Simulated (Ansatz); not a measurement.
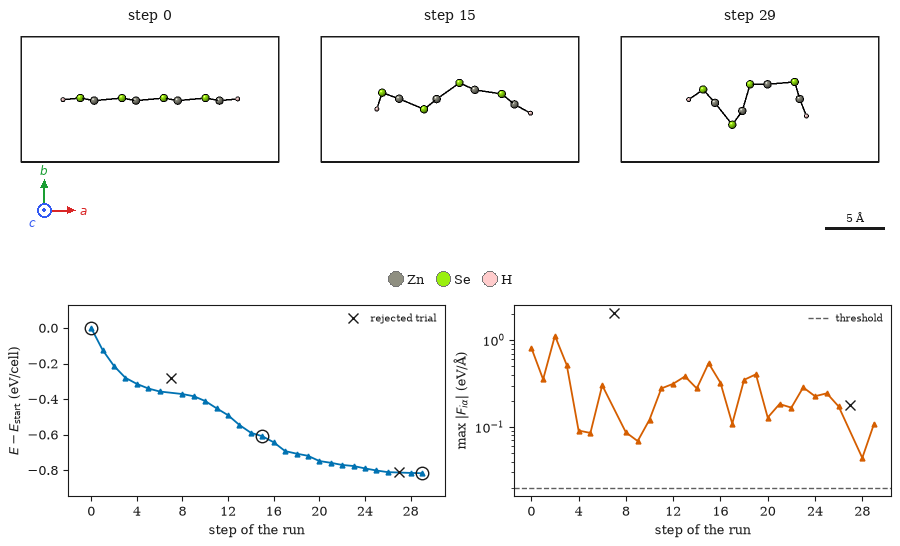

Frames of a relaxation of a wire of composition Zn₂HSe₂, marked on the history of the run. A ball-and-stick model of the 2 repeat of the cell, with the vacuum cut short, seen along the c axis.

Case: zigzag ribbon, 4 formula units a period, edges capped with H, edge spins parallel.

All numbers below come from DFT PBE, scalar-relativistic, plane waves, PAW (Ansatz 0.2.0). (plane-wave cutoff 420 eV; k-point mesh 1 × 1 × 13; occupations gaussian; smearing width 0.05 eV; collinear spin; cell relaxed at fixed a, b, alpha, beta, gamma; force threshold 0.02 eV/Å; at most 45 steps)

### What happens along the run?

The run was cut off at its time limit before the relaxation converged, so the last structure is only a point on the way. The energy falls by 0.817 eV per cell of the calculation in 27 accepted moves (29 points after the start). Largest force component: 0.82 eV/Å at the start, 0.11 eV/Å at the end. The line search rejected the trial steps at points 7, 27 of the run. The atom that moves furthest relative to the centre of the atoms is an H atom (3.02 Å). Largest moves by element: H 3.02 Å, Se 2.43 Å, Zn 1.77 Å. Along the periodic axis the drawn cell goes c 8.178 → 7.859 Å (−3.9 %). Near-neighbour distances that change, for instance: Se–Zn 2.371 → 2.478 Å, Se–Zn 2.371 → 2.439 Å, Se–Zn 2.371 → 2.312 Å, H–Se 1.470 → 1.492 Å. Among the angles between lasting bonds that change: Zn–Se–Zn 119.2° → 80.7°, Zn–Se–H 119.2° → 94.3°, Zn–Se–Zn 119.2° → 97.0°. The program noted that the starting moments weren't kept. The run took 19 min on 4 threads of AMD EPYC 7R43 64-Core Processor (Zen 3) (shared host), peak memory 2.3 GiB. From step 0 to 15: an H atom moves most (1.42 Å), energy −0.609 eV per cell of the calculation. From step 15 to 29: an H atom moves most (2.06 Å), energy −0.208 eV per cell of the calculation.

```csv
step,"E − E(0), meV/atom","largest force component, eV/Å",note
0,0.00,0.8177,
1,-12.35,0.3535,
2,-21.37,1.1220,
3,-28.00,0.5162,
4,-31.43,0.0911,
5,-34.00,0.0855,
6,-35.71,0.3018,
7,-28.06,2.0255,rejected
8,-37.15,0.0868,
9,-38.38,0.0689,
10,-41.09,0.1216,
11,-45.18,0.2777,
12,-49.05,0.3142,
13,-54.56,0.3823,
14,-58.92,0.2777,
15,-60.88,0.5422,
16,-64.27,0.3231,
17,-69.22,0.1093,
18,-70.66,0.3487,
19,-71.85,0.4042,
20,-74.81,0.1285,
21,-75.79,0.1839,
22,-77.01,0.1671,
23,-77.61,0.2857,
24,-78.96,0.2262,
25,-80.12,0.2442,
26,-81.06,0.1723,
27,-80.95,0.1800,rejected
28,-81.50,0.0441,
29,-81.67,0.1095,
```
